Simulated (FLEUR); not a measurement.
**A series of single points on NiSi2**

System: NiSi2 (3 atoms in the cell).
Method: Kohn-Sham DFT of a periodic cell, AM05, all-electron, spin-polarised (FLEUR MaX-R8.1 (later development tree)).

The 5 runs differ only in the geometry, by an even scaling of the cell at fixed fractional positions. The structure derives from an entry of the Crystallography Open Database.

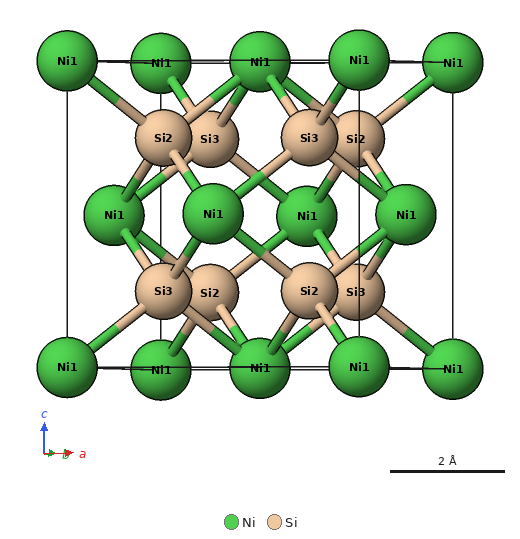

Figure 1. The structure of run 3 (ball-and-stick view of the cell 4 times as large as that of the calculation, set on its symmetry axes, seen at an oblique angle; atoms are numbered from 1 in the order of the input). An atom can appear more than once, as a periodic image.

### Input of run 3
```
<?xml version="1.0" encoding="UTF-8" standalone="no"?>
<fleurInput fleurInputVersion="0.39">
   <comment>
      Si2Ni                                                                                               
   </comment>
   <calculationSetup>
      <cutoffs Kmax="5.27" Gmax="16.3" GmaxXC="16.3" numbands="0"/>
      <scfLoop itmax="60" minDistance="0.00001" maxIterBroyd="15" imix="Anderson" alpha="0.05" precondParam="0.0" spinf="2.0" sdNocoIR="T"/>
      <coreElectrons ctail="T" frcor="F" kcrel="0" coretail_lmax="0"/>
      <xcFunctional name="LibXC" relativisticCorrections="F">
         <LibXCName exchange="gga_x_am05" correlation="gga_c_am05"/>
      </xcFunctional>
      <magnetism jspins="2"/>
      <soc l_soc="F" theta="0.0" phi="0.0" spav="F"/>
      <expertModes spex="0" secvar="F"/>
      <geometryOptimization l_f="F" forcealpha="1.0" forcemix="BFGS" epsdisp="0.00001" epsforce="0.00001"/>
      <ldaU l_linMix="F" mixParam="0.05" spinf="1.0"/>
   </calculationSetup>
   <cell>
      <bzIntegration valenceElectrons="42.0" mode="hist" fermiSmearingEnergy="0.00183747">
         <kPointListSelection listName="default-1"/>
         <!-- k-points included here -->
         <xi:include xmlns:xi="http://www.w3.org/2001/XInclude" href="kpts.xml"> </xi:include>
      </bzIntegration>
      <!-- symmetry operations included here -->
      <xi:include xmlns:xi="http://www.w3.org/2001/XInclude" href="sym.xml"> </xi:include>
      <bulkLattice scale="1.0000000000">
         <bravaisMatrix>
            <row-1>    0.0000000000000000     5.1079297147937996     5.1079297147937996</row-1>
            <row-2>    5.1079297147937996     0.0000000000000000     5.1079297147937996</row-2>
            <row-3>    5.1079297147937996     5.1079297147937996     0.0000000000000000</row-3>
         </bravaisMatrix>
      </bulkLattice>
   </cell>
   <atomSpecies>
      <species name="Nickel (Ni1.000" element="Ni" atomicNumber="28">
         <mtSphere radius="2.11" gridPoints="721" logIncrement="0.017"/>
         <atomicCutoffs lmax="9" lnonsphr="9"/>
         <electronConfig flipSpins="F">
            <coreConfig>(1s1/2) (2s1/2) (2p1/2) (2p3/2)</coreConfig>
            <valenceConfig>(3s1/2) (3p1/2) (3p3/2) (4s1/2) (3d3/2) (3d5/2)</valenceConfig>
            <stateOccupation state="(3d3/2)" spinUp="1.6" spinDown="1.6"/>
            <stateOccupation state="(3d5/2)" spinUp="2.9" spinDown="1.9"/>
         </electronConfig>
         <energyParameters s="4" p="4" d="3" f="4"/>
         <lo type="SCLO" l="0" n="3" eDeriv="0"/>
         <lo type="SCLO" l="1" n="3" eDeriv="0"/>
         <lo type="SCLO" l="1" n="3" eDeriv="1"/>
         <lo type="SCLO" l="2" n="3" eDeriv="2"/>
         <lo type="SCLO" l="3" n="4" eDeriv="2"/>
      </species>
      <species name="Silicon (Si)" element="Si" atomicNumber="14">
         <mtSphere radius="1.86" gridPoints="635" logIncrement="0.018"/>
         <atomicCutoffs lmax="8" lnonsphr="8"/>
         <electronConfig flipSpins="F">
            <coreConfig>(1s1/2)</coreConfig>
            <valenceConfig>(2s1/2) (2p1/2) (2p3/2) (3s1/2) (3p1/2) (3p3/2)</valenceConfig>
            <stateOccupation state="(3p1/2)" spinUp="0.333333" spinDown="0.333333"/>
            <stateOccupation state="(3p3/2)" spinUp="0.666667" spinDown="0.666667"/>
         </electronConfig>
         <energyParameters s="3" p="3" d="3" f="4"/>
         <lo type="SCLO" l="0" n="2" eDeriv="0"/>
         <lo type="SCLO" l="1" n="2" eDeriv="0"/>
         <lo type="SCLO" l="2" n="3" eDeriv="2"/>
         <lo type="SCLO" l="3" n="4" eDeriv="2"/>
      </species>
   </atomSpecies>
   <atomGroups>
      <atomGroup species="Nickel (Ni1.000">
         <relPos label="                   1">.0000000000 .0000000000 .0000000000</relPos>
         <force calculate="T" relaxXYZ="TTT"/>
      </atomGroup>
      <atomGroup species="Silicon (Si)">
         <relPos label="                   2">-1.000/4.000 -1.000/4.000 -1.000/4.000</relPos>
         <relPos label="                   3">1.000/4.000 1.000/4.000 1.000/4.000</relPos>
         <force calculate="T" relaxXYZ="TTT"/>
      </atomGroup>
   </atomGroups>
   <output dos="F" band="F" slice="F">
      <checks vchk="F" cdinf="F"/>
      <bandDOS minEnergy="-.5*Htr" maxEnergy="0.5*Htr" sigma="0.015" storeEVData="T"/>
      <vacuumDOS vacdos="F" integ="F" star="F" nstars="0" locx1="0.0" locy1="0.0" locx2="0.0" locy2="0.0" nstm="0" tworkf="0.0"/>
      <unfoldingBand unfoldBand="F" supercellX="1" supercellY="1" supercellZ="1"/>
      <plotting iplot="0" polar="F">
         <plot TwoD="T" vec1="  1.0  0.0  0.0" vec2="  0.0  1.0  0.0" vec3="  0.0  0.0  1.0" zero="  0.0  0.0  0.0" file="plot"/>
      </plotting>
      <chargeDensitySlicing numkpt="0" minEigenval="0.0" maxEigenval="0.0" nnne="0" pallst="F"/>
      <specialOutput eonly="F"/>
      <moessbauerParams electricFieldGradient="T" isomerShift="T" coreHyperfine="T" valenceHyperfine="T"/>
      <magneticCircularDichroism mcd="F" energyLo="-10.0" energyUp="0.0"/>
   </output>
  <!-- We include the file relax.xml here to enable relaxations (see documentation) -->
  <xi:include xmlns:xi="http://www.w3.org/2001/XInclude" href="relax.xml"> <xi:fallback/> </xi:include>
</fleurInput>
```

Command:
```bash
inpgen -f crystal.txt -profile fastHighL; fleur_MPI
```

Lattice vectors (Å) and fractional positions of run 3:
```
   0.000000    2.703000    2.703000
   2.703000    0.000000    2.703000
   2.703000    2.703000    0.000000
Ni  0.000000  0.000000  0.000000
Si  0.750000  0.750000  0.750000
Si  0.250000  0.250000  0.250000
```

Run 2 has the same physical settings and fractional positions; its lattice vectors (Å) are:
```
   0.000000    2.666468    2.666468
   2.666468    0.000000    2.666468
   2.666468    2.666468    0.000000
```

### Results, with one run withheld

```tsv
run	volume per atom (Å³)	free energy per atom, from the lowest run given (meV)
1	12.376	14.52
2	12.639	?
3	13.166	0.00
4	13.692	15.80
5	13.956	30.00
```

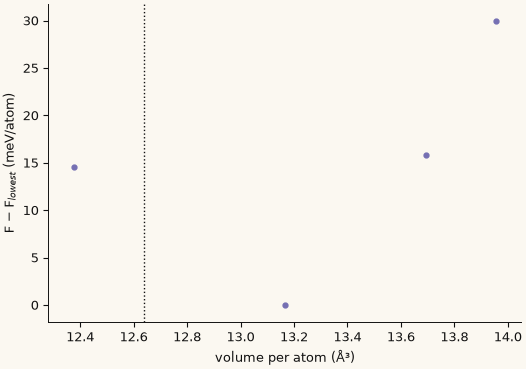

Figure 2. Free energy per atom of the runs given; the dotted line marks run 2.

Estimate the energy of run 2 from the others.

A quadratic polynomial in V^(−2/3) (the Birch–Murnaghan form), fitted to the 4 runs given, misses them by at most 0.01 meV per atom. With x = V^(−2/3) − 0.17837 Å⁻², it reads F = 1.7774 − 2250 x + 4.3879e+05 x² (meV per atom). At run 2 it gives 3.86 meV per atom, and the run itself gives 3.86. The fit has its minimum at 12.993 Å³ per atom, where V d²F/dV² gives 157 GPa: the bulk modulus at this level, since symmetry fixes the shape and the positions.

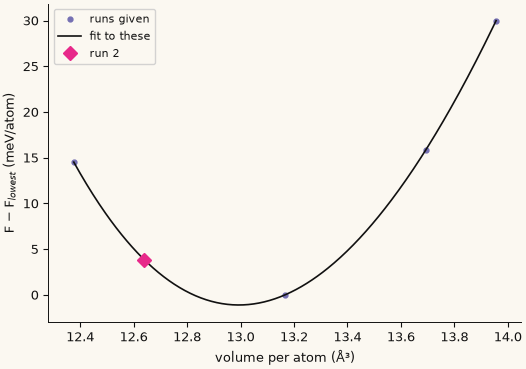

Figure 3. The fit and the withheld run.

### Output (run 2)
```
Welcome to FLEUR        (www.flapw.de)
      MaX-Release 8.1          (www.max-centre.eu)
 func_ids         135         120         135         120
The functional 'Armiento & Mattsson 05' is an exchange functional, it belongs to the 'GGA' family and is defined in the reference(s):
[1] R. Armiento and A. E. Mattsson.,  Phys. Rev. B 72, 085108 (2005)
[2] A. E. Mattsson, R. Armiento, J. Paier, G. Kresse, J. M. Wills, and T. R. Mattsson.,  J. Chem. Phys. 128, 084714 (2008)
The functional 'Armiento & Mattsson 05' is a correlation functional, it belongs to the 'GGA' family and is defined in the reference(s):
[1] R. Armiento and A. E. Mattsson.,  Phys. Rev. B 72, 085108 (2005)
[2] A. E. Mattsson, R. Armiento, J. Paier, G. Kresse, J. M. Wills, and T. R. Mattsson.,  J. Chem. Phys. 128, 084714 (2008)
 Using same functional for VXC and EXC

 ========== k-point set info ==========
 Selected k-point list: default-1
 k-point list type: mesh
 9 x 9 x 9
 Number of k points: 35

 ------------Calculation Setup---------------------------
 Number of MPI-tasks      :            1
 Number of PE/node        :            1
 Number of OMP-threads    :            1
 Most efficient MPI parallelization for:
           1           5           7          35
 Additional eigenvalue parallelization possible
 Number of basis functions:          747
 Approximate size of matrices (H+S) per k-point:         0.008 GB
 --------------------------------------------------------

 Iteration:     1   Distance:      17.64006999 me/bohr^3

 Iteration:     2   Distance:      16.37417205 me/bohr^3

 Iteration:     3   Distance:      13.93989142 me/bohr^3

 Iteration:     4   Distance:      11.14092520 me/bohr^3

 Iteration:     5   Distance:      12.66040051 me/bohr^3

 Iteration:     6   Distance:      11.93907838 me/bohr^3

 Iteration:     7   Distance:       4.13099170 me/bohr^3

 Iteration:     8   Distance:       4.95749751 me/bohr^3

 Iteration:     9   Distance:       0.55204850 me/bohr^3

 Iteration:    10   Distance:       0.43859236 me/bohr^3

 Iteration:    11   Distance:       0.07644180 me/bohr^3

 Iteration:    12   Distance:       0.14511423 me/bohr^3

 Iteration:    13   Distance:       0.03747680 me/bohr^3

 Iteration:    14   Distance:       0.03990242 me/bohr^3

 Iteration:    15   Distance:       0.00137577 me/bohr^3

 Iteration:    16   Distance:       0.00106113 me/bohr^3

 Iteration:    17   Distance:       0.00083635 me/bohr^3

 Iteration:    18   Distance:       0.00022696 me/bohr^3

 Iteration:    19   Distance:       0.00008207 me/bohr^3

 Iteration:    20   Distance:       0.00002604 me/bohr^3

 Iteration:    21   Distance:       0.00005512 me/bohr^3

 Iteration:    22   Distance:       0.00000716 me/bohr^3

 ********************************************************************
 Run finished successfully
 Stop message:
   all done
 ********************************************************************
```
